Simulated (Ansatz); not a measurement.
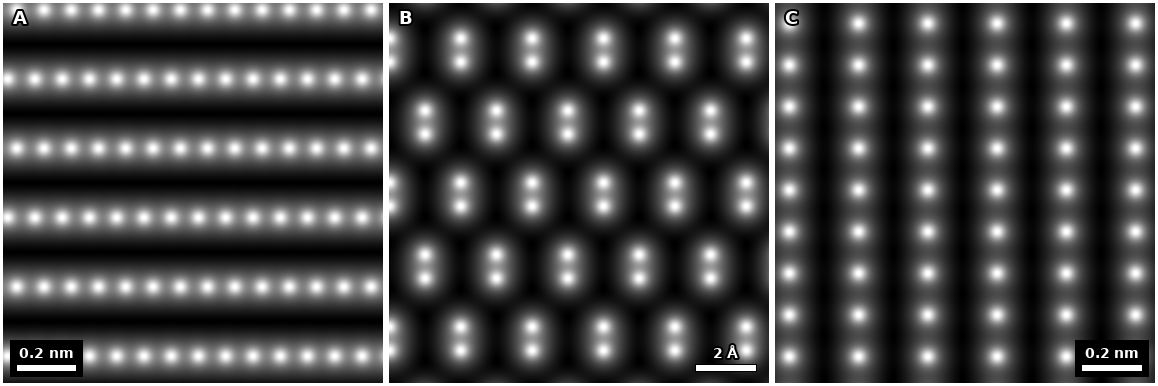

Three views of Al (P6_3/mmc, No. 194) along different zone axes. Computed as the sum of neutral-atom potentials (tabulated electron scattering factors, B = 0.3 Å²) projected along the beam and smoothed by 0.25 Å; brighter is more positive. The display is stretched by a gamma of 0.7; percentages refer to the linear signal. Structure: coordinates from a relaxation at fixed volume with DFT PBE, spin-orbit coupling, plane waves, PAW (Ansatz); the starting structure was generated, so it need not be a known form of this composition.

```
Al
1.0
     2.84924    0.00000    0.00000
    -1.42462    2.46751    0.00000
     0.00000    0.00000    4.73893
Al
2
Cartesian
  0.0000 1.6450 3.5542
  1.4246 0.8225 1.1847
```

### Match the panels to the zone axes [101], [210] and [310].

A is [310]: projected cell 0.93 × 4.74 Å, 90°. B is [101]: projected cell 2.44 × 2.75 Å, 116°, plane group c2mm. C is [210]: projected cell 1.42 × 2.37 Å, 90°, plane group p2mm.
